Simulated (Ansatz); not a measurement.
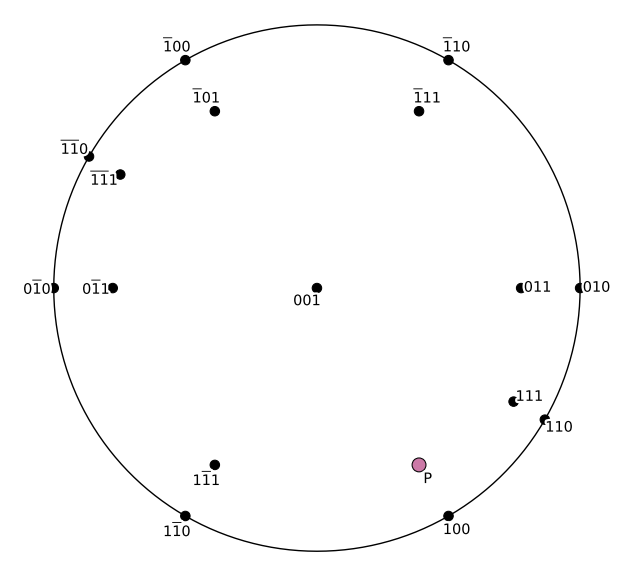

Crystal: B, the end point of a relaxation with DFT PBE, scalar-relativistic, plane waves, PAW (Ansatz); the starting structure was generated, so it need not be a known form of this composition. Stereographic projection of plane normals (upper hemisphere) centred on (0 0 1). All values are computed from the atomic coordinates in the standard setting (tolerance 0.002 Å).

a = 2.475 Å, b = 2.475 Å, c = 8.360 Å, α = 90.00°, β = 90.00°, γ = 120.00°.

Question: Index the pole marked P.

Answer: P is (1 0 1), in four indices (1 0 −1 1), 75.6° from the centre.

Question: What is the angle between the normals of (0 1 1) and (−1 −1 1), and what are their d_hkl = 1/|g|?

Answer: 142.5°; d = 2.077 Å and 1.224 Å.
